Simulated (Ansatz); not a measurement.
## Sn32HO31: single-point calculation (part 2 of 2)

Continued. System: Sn32HO31 (defect cell, 64 atoms in the cell). Method: DFT PBE, scalar-relativistic, plane waves, PAW, spin-polarised (Ansatz 0.2.0); cutoff 420 eV, 1×1×1 k-mesh, Gaussian smearing of 0.05 eV, collinear spins. The structure derives from an entry of the Crystallography Open Database.

Output, continued
```
--- Forces (eV/Å), atoms counted from 1 ---
  atom   1  Sn    -0.00018773    -0.00276664    -0.01056252
  atom   2  Sn    -0.02242094     0.00071046     0.00129001
  atom   3  Sn    -0.00065631     0.00509691    -0.01485829
  atom   4  Sn     0.00350996    -0.00255017    -0.01015643
  atom   5  Sn     0.00915356     0.00268224    -0.00136131
  atom   6  Sn     0.00505182     0.00232985    -0.01154457
  atom   7  Sn    -0.00237609    -0.00266732    -0.00176940
  atom   8  Sn    -0.00142711     0.00260579    -0.00518887
  atom   9  Sn     0.00217112    -0.00582014    -0.00654321
  atom  10  Sn    -0.00694096     0.00251097    -0.00195477
  atom  11  Sn    -0.00679790     0.00173156    -0.00463142
  atom  12  Sn     0.00298935     0.00092571    -0.00072299
  atom  13  Sn    -0.00213086     0.00172620    -0.01113383
  atom  14  Sn    -0.00320258     0.00155771    -0.00576506
  atom  15  Sn     0.02788513     0.00072728    -0.00451413
  atom  16  Sn    -0.00170517    -0.00324461    -0.00646911
  atom  17  Sn     0.00358439     0.00106574     0.00906756
  atom  18  Sn    -0.00045579     0.00123959    -0.00089840
  atom  19  Sn    -0.00439220     0.00650427     0.00783332
  atom  20  Sn    -0.00273414    -0.00507184     0.00342936
  atom  21  Sn    -0.00105597     0.00936932     0.01373560
  atom  22  Sn     0.00580094     0.00454993     0.00673015
  atom  23  Sn    -0.00224814    -0.00333511    -0.00168316
  atom  24  Sn     0.00143317    -0.00796056     0.00391628
  atom  25  Sn    -0.00069626    -0.00357474     0.00691350
  atom  26  Sn    -0.00360532     0.00445857     0.00267929
  atom  27  Sn     0.00069764     0.00623122    -0.00095438
  atom  28  Sn    -0.00557381    -0.00607378     0.01699075
  atom  29  Sn     0.00500532     0.00212490     0.00548030
  atom  30  Sn     0.00211559    -0.00354090     0.01052492
  atom  31  Sn    -0.00005946    -0.00199273     0.00849010
  atom  32  Sn     0.00055455    -0.00284919     0.00619873
  atom  33  H     -0.00525362    -0.00270431    -0.02334428
  atom  34  O      0.00368872    -0.00530088     0.01248809
  atom  35  O      0.00250259    -0.00083045     0.01223840
  atom  36  O     -0.00117829     0.00050087    -0.00722356
  atom  37  O     -0.00068178    -0.00407552    -0.02125848
  atom  38  O     -0.00149964    -0.00170216    -0.00596624
  atom  39  O     -0.00605725     0.00193307     0.01572826
  atom  40  O     -0.01749074    -0.00326085     0.01124838
  atom  41  O     -0.00191615     0.00276922     0.01259686
  atom  42  O     -0.00122608    -0.02224474     0.00796383
  atom  43  O      0.00112073    -0.00300753    -0.01917528
  atom  44  O     -0.00034435    -0.00172010    -0.00556025
  atom  45  O     -0.00244340    -0.00100168    -0.00607168
  atom  46  O      0.00340464     0.02463324     0.00460179
  atom  47  O      0.01705776     0.00294460     0.00961947
  atom  48  O     -0.00064800    -0.00141741    -0.02388159
  atom  49  O     -0.00433869     0.02061743     0.00504397
  atom  50  O      0.00370267    -0.00050979    -0.00286918
  atom  51  O      0.00118869    -0.00379503     0.00925381
  atom  52  O     -0.00117982    -0.01951711     0.01026909
  atom  53  O     -0.00287127     0.00023209     0.00702279
  atom  54  O      0.00343446     0.02079211     0.00360884
  atom  55  O      0.00672025    -0.01684424    -0.00079913
  atom  56  O     -0.00060078     0.00124247    -0.00441880
  atom  57  O     -0.00368948    -0.00220806    -0.00438056
  atom  58  O     -0.00122916     0.00209929     0.00130818
  atom  59  O     -0.00321845    -0.00256461    -0.00281859
  atom  60  O      0.00092463     0.00126092    -0.00107348
  atom  61  O      0.00241097     0.00372762    -0.00059141
  atom  62  O      0.00267059    -0.00371275     0.00013313
  atom  63  O      0.00060555     0.00636434    -0.00393581
  atom  64  O      0.00514885     0.00059966     0.00767678
  max |Σ_I F_I| component: 1.39e-6 eV/Å
--- Band table (eV) ---
  k-point 0 ↑: bands = ["-12.0693", "-12.0591", "-12.0313", "-12.0190", "-12.0182", "-11.9990", "-11.9910", "-11.9838", "-11.9805", "-11.9784", ... 131 levels left out ..., "-11.5152", "-11.5133", "-11.5113", "-11.5091", "-11.5052", "-11.5051", "-11.5048", "-11.5038", "-11.5036", "-11.5030", "-11.5027", "-11.4949", "-11.4948", "-11.4917", "-11.4910", "-11.4895", "-11.4882", "-11.4838", "-11.4790", "-10.1249", "-10.0512", "-9.3925", "-9.3385", "-9.3173", "-9.3014", "-9.2939", "-9.2660", "-9.2589", "-9.1327",
      "-8.8038", "-8.7120", "-8.7112", "-8.7015", "-8.6844", "-8.6825", "-8.6818", "-8.6057", "-8.4660", "-8.4325", "-8.4174", "-8.2844", "-8.0869", "-8.0725", "-8.0639", "-8.0298", "-8.0165", "-8.0096", "-8.0089", "-7.6796", "-7.5626", "0.6324", "1.0622", "1.0644", "1.2041", "1.2273", "1.2780", "1.4350", "1.4447", "1.4556", "1.4776", "1.4983", "1.5634", "1.5808", "1.7004", "2.3029", "2.3108", "2.3450", "2.3791", "2.4025",
      "2.5143", "2.5659", "2.5662", "2.6372", "2.8124", "2.8343", "2.8345", "2.8406", "2.8843", "2.9587", "2.9627", "2.9914", "3.6021", "3.6635", "3.6864", "3.6877", "3.6950", "3.7421", "3.7619", "3.7834", "3.9108", "3.9265", "4.1722", "4.1825", "4.1876", "4.3745", "4.4007", "4.6467", "4.6532", "4.6536", "4.8659", "4.8789", "4.8892", "4.9972", "5.0379", "5.0675", "5.1949", "5.2086", "5.2278", "5.2542",
      "5.2791", "5.2899", "5.2934", "5.3141", "5.3231", "5.3352", "5.3484", "5.3501", "5.3724", "5.4226", "5.4314", "5.4916", "5.5765", "5.5836", "5.5887", "5.5939", "5.6486", "5.8981", "6.0593", "6.1242", "6.3033", "6.4813", "6.5882", "6.5914", "6.6303", "6.6479", "6.6557", "6.6593", "6.6845", "6.7022", "6.8752", "6.8955", "6.9608", "6.9888", "7.0124", "7.0955", "7.0978", "7.1038", "7.1804", "7.2096",
      "7.2134", "7.2620", "7.3080", "7.3136", "7.3146", "7.3287", "7.4345", "7.4671", "7.4815", "7.5897", "7.5920", "7.6963", "7.9269", "7.9368", "8.0475", "8.0904", "8.0996", "8.1002", "8.5863", "8.6213", "8.6300", "8.6348", "8.6521", "8.7042", "8.7071", "8.7187", "9.6548", "9.7442", "10.2359", "11.0547", "11.5229", "11.5517", "11.8559", "11.8652", "11.8902", "11.8922", "11.9189", "11.9371", "12.0267", "12.0358",
      "12.0440", "12.1518", "12.2012", "12.2451", "12.3072", "12.3154", "12.3349", "12.3369", "12.3494", "12.3646", "12.3869"]
  k-point 0 ↓: bands = ["-12.0677", "-12.0576", "-12.0280", "-12.0164", "-12.0156", "-11.9973", "-11.9889", "-11.9810", "-11.9784", "-11.9761", ... 131 levels left out ..., "-11.5136", "-11.5123", "-11.5105", "-11.5056", "-11.5043", "-11.5037", "-11.5026", "-11.5026", "-11.5017", "-11.5016", "-11.5014", "-11.4938", "-11.4934", "-11.4899", "-11.4890", "-11.4879", "-11.4873", "-11.4828", "-11.4782", "-10.1238", "-10.0505", "-9.3917", "-9.3371", "-9.3163", "-9.3004", "-9.2928", "-9.2649", "-9.2581", "-9.1318",
      "-8.8055", "-8.7083", "-8.7075", "-8.7030", "-8.6864", "-8.6792", "-8.6786", "-8.6079", "-8.4615", "-8.4348", "-8.4136", "-8.2848", "-8.0863", "-8.0722", "-8.0634", "-8.0289", "-8.0162", "-8.0094", "-8.0086", "-7.6798", "-7.5627", "0.6592", "1.0680", "1.0701", "1.2093", "1.2328", "1.2904", "1.4480", "1.4579", "1.4686", "1.4910", "1.5118", "1.5762", "1.5951", "1.7089", "2.3206", "2.3270", "2.3696", "2.3873", "2.4101",
      "2.5284", "2.5746", "2.5801", "2.6471", "2.8238", "2.8465", "2.8469", "2.8529", "2.8960", "2.9695", "2.9991", "3.0024", "3.6135", "3.6714", "3.6947", "3.6956", "3.7028", "3.7485", "3.7685", "3.7922", "3.9145", "3.9303", "4.1780", "4.1886", "4.1903", "4.3996", "4.4066", "4.6565", "4.6593", "4.6666", "4.8664", "4.8779", "4.9020", "5.0085", "5.0497", "5.0700", "5.2028", "5.2144", "5.2342", "5.2618",
      "5.2860", "5.2917", "5.2968", "5.3197", "5.3289", "5.3361", "5.3537", "5.3554", "5.3785", "5.4257", "5.4353", "5.4948", "5.5801", "5.5866", "5.5922", "5.5973", "5.6520", "5.9035", "6.0671", "6.1326", "6.3110", "6.4833", "6.6052", "6.6073", "6.6499", "6.6649", "6.6741", "6.6807", "6.7059", "6.7215", "6.8804", "6.9010", "6.9644", "6.9971", "7.0250", "7.1053", "7.1410", "7.1437", "7.1960", "7.2168",
      "7.2233", "7.2627", "7.3087", "7.3154", "7.3155", "7.3304", "7.4464", "7.4680", "7.4822", "7.5904", "7.5926", "7.7133", "7.9452", "7.9554", "8.0585", "8.1010", "8.1177", "8.1182", "8.6017", "8.6367", "8.6457", "8.6516", "8.6677", "8.7198", "8.7230", "8.7346", "9.6592", "9.8717", "10.2408", "11.0801", "11.5527", "11.5880", "11.8725", "11.9159", "11.9449", "11.9469", "11.9723", "11.9846", "12.0551", "12.0822",
      "12.1163", "12.1932", "12.2173", "12.2858", "12.3363", "12.3498", "12.3657", "12.3670", "12.3860", "12.3988", "12.4028"]
--- Löwdin populations: 64 sites ---
  site symbol       q [e]    m [muB]
     0     Sn     13.1799     0.0249
     1     Sn     13.2654     0.0267
     2     Sn     13.1800     0.0248
     3     Sn     13.1995     0.0245
     4     Sn     13.1880     0.0217
     5     Sn     13.1813     0.0267
     6     Sn     13.1890     0.0260
     7     Sn     13.1988     0.0244
     8     Sn     13.1988     0.0245
     9     Sn     13.1880     0.0219
    10     Sn     13.1811     0.0268
    11     Sn     13.1889     0.0261
    12     Sn     13.1995     0.0248
    13     Sn     13.1791     0.0267
    14     Sn     13.2654     0.0267
    15     Sn     13.1790     0.0266
    16     Sn     13.1770     0.0245
    17     Sn     13.1764     0.0245
    18     Sn     13.1962     0.0247
    19     Sn     13.1960     0.0246
    20     Sn     13.2695     0.0249
    21     Sn     13.1910     0.0266
    22     Sn     13.1980     0.0287
    23     Sn     13.1930     0.0228
    24     Sn     13.1909     0.0267
    25     Sn     13.1982     0.0287
    26     Sn     13.1929     0.0226
    27     Sn     13.2694     0.0249
    28     Sn     13.1962     0.0246
    29     Sn     13.1962     0.0247
    30     Sn     13.1770     0.0250
    31     Sn     13.1770     0.0249
    32      H      1.1950    -0.0002
    33      O      6.7536    -0.0019
    34      O      6.7544    -0.0018
    35      O      6.7473    -0.0020
    36      O      6.7454    -0.0012
    37      O      6.7473    -0.0020
    38      O      6.7544    -0.0018
    39      O      6.7477    -0.0019
    40      O      6.7537    -0.0019
    41      O      6.7448    -0.0016
    42      O      6.7527    -0.0018
    43      O      6.7489    -0.0023
    44      O      6.7524    -0.0020
    45      O      6.7447    -0.0017
    46      O      6.7477    -0.0019
    47      O      6.7457    -0.0013
    48      O      6.7487     0.0053
    49      O      6.7516     0.0050
    50      O      6.7529     0.0056
    51      O      6.7488     0.0051
    52      O      6.7529     0.0056
    53      O      6.7487     0.0050
    54      O      6.7486     0.0053
    55      O      6.7516     0.0050
    56      O      6.7526     0.0053
    57      O      6.7529     0.0056
    58      O      6.7516     0.0052
    59      O      6.7526     0.0054
    60      O      6.7516     0.0052
    61      O      6.7526     0.0054
    62      O      6.7525     0.0053
    63      O      6.7528     0.0056
  spilling = 0.003441 (of n_electrons = 635.000000)
--- Band densities, each state counted as filled ---
  window                                       electrons  max residual (eV)  cut levels
  e_range: [-0.25, 0.25]             2.000000 + 2.000000             1.8e-6           0
  e_range: [-1.2, 0]                 9.000000 + 8.000000             1.8e-6           0
  e_range: [0, 1.2]                  1.000000 + 2.000000             1.8e-6           0
  e_range: [-0.18, 0.09]             2.000000 + 2.000000             1.8e-6           0
  e_range: [0.4, 0.46]               1.000000 + 1.000000             1.4e-6           0
  e_range: [-1.25, -1.04]            8.000000 + 8.000000             8.4e-7           0
  e_range: [1.22, 1.3]               1.000000 + 1.000000             1.4e-6           0
```

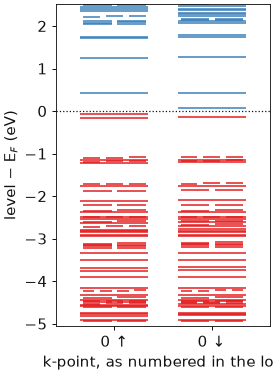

*Kohn–Sham levels near the Fermi level (dotted) at the few k-points that the log prints; levels within 0.02 eV of each other stand side by side.*

Among these points the highest filled and lowest empty levels are 0.13 eV apart, which is the gap on the mesh.

Results in brief

- outcome: converged
- electrons treated: 635
- free energy: −210381.0064 eV
- Fermi energy: 9.808 eV
- gap on the k-point mesh: 0.13 eV
- net moment of the cell: 0.93 μB
- integrated absolute moment: 1.09 μB
- largest force (length of the vector): 0.028 eV/Å
- wall time: 52 s (CPU time 5.9 min)
- peak memory: 3.6 GiB

The program warns: the state was not tested for a lower one. So coarse a mesh can miss the band edges, so the true gap of this method can be much smaller, or zero. The k-point mesh is coarse for a cell of this size, so the results may not be converged.
